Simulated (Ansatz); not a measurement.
Input

```
crystal:
  lattice:
    - [2.854322333, 0.0, 0.0]
    - [-1.4271611665, 2.471915651, 0.0]
    - [0.0, 0.0, 36.1121833172]
  atoms:
    - { symbol: Al, position: [0.3333333333, 0.6666666667, 0.2076861411] }
    - { symbol: Al, position: [0.0, 0.0, 0.2726447764] }
    - { symbol: Al, position: [0.6666666667, 0.3333333333, 0.3376034117] }
    - { symbol: Al, position: [0.0, 0.0, 0.402562047] }
    - { symbol: Al, position: [0.3333333333, 0.6666666667, 0.4675206823] }
    - { symbol: Al, position: [0.0, 0.0, 0.5324793177] }
    - { symbol: Al, position: [0.6666666667, 0.3333333333, 0.597437953] }
    - { symbol: Al, position: [0.0, 0.0, 0.6623965883] }
    - { symbol: Al, position: [0.3333333333, 0.6666666667, 0.7273552236] }
    - { symbol: Al, position: [0.0, 0.0, 0.7923138589] }
basis:
  ecutwfc: 420
kpoints:
  mp_grid: { grid: [12, 12, 1] }
hamiltonian:
  xc: pbe
scf:
  occupations: { method: gaussian, width: 0.1 }
output:
  forces: true
  stress: true
  eigenvalues: true
  write_density: true
  write_potential: true
  elf: true
  volumetric_format: npy
efield:
  axis: 3
  dipole_correction: true
  ramp_width: 0.04
```

Launched as:

```sh
ansatz run input.yaml --threads 1 --pin off --max-ram 2560MiB --backend cpu --events-out ev --progress --plain --runs-dir out
```

These are results of DFT PBE, scalar-relativistic, plane waves, PAW (Ansatz), not measurements.

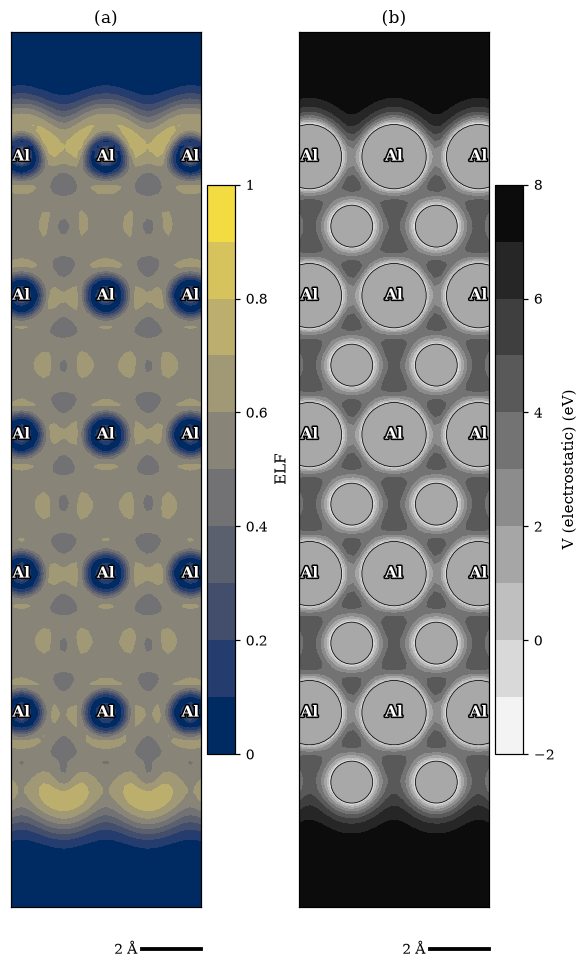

Al (slab). (a) ELF; (b) electrostatic potential energy of an electron on the (100) plane of the calculation cell, a cut from vacuum to vacuum. Grey discs cover the atomic cores in the potential map.

In a PAW calculation such maps are meaningful between the atoms, not at the nuclei.

Interpret the plot.

Answer. Atoms in the plane: Al. Atoms just off the plane (Al, 0.8 Å away) can leave unmarked features too. Al–Al (2.85 Å): the ELF peaks at about 0.65 between the atoms. Outside the cores the potential energy rises away from the atoms and is highest in the vacuum; its zero is arbitrary.
